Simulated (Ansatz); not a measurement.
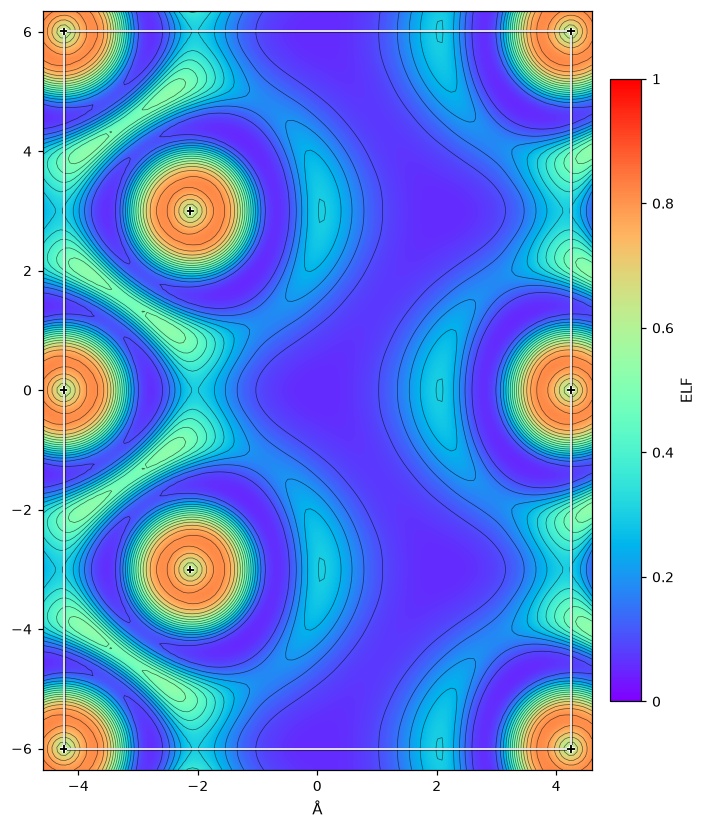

The ELF on a plane through atoms (crosses mark nuclei in the plane).

Theory: Ansatz 0.2.0, DFT, r2SCAN, plane waves (500 eV) with PAW, scalar-relativistic.

Candidates:
A. Na, a = 3.32 Å, b = 3.32 Å, c = 3.32 Å, α = 90.00°, β = 90.00°, γ = 90.00°. Space group Pm-3m; set up as Na, simple cubic; a generated structure, not necessarily the stable one; changed on purpose from its base cell (volume × 0.92); computed without spin polarisation.
B. Li, a = 3.06 Å, b = 5.29 Å, c = 4.97 Å, α = 90.00°, β = 90.27°, γ = 90.00°. Space group C2/c; set up as Li, beta-Sn type; a generated structure, not necessarily the stable one; changed on purpose from its base cell (volume × 0.96).
C. Yb, a = 8.49 Å, b = 8.49 Å, c = 8.49 Å, α = 90.00°, β = 90.00°, γ = 90.00°. Space group Fd-3m; set up as Yb, diamond; a generated structure, not necessarily the stable one; changed on purpose from its base cell (volume × 0.96); computed without spin polarisation; no Hubbard U on the f states and no spin–orbit coupling.

Question: Which candidate gave the map?

Answer: Candidate C: Yb on the (011) plane of the conventional cell, which holds Yb. Yb–Yb (3.68 Å): the ELF is about 0.50 at the midpoint; no shared electron pair shows on this line.
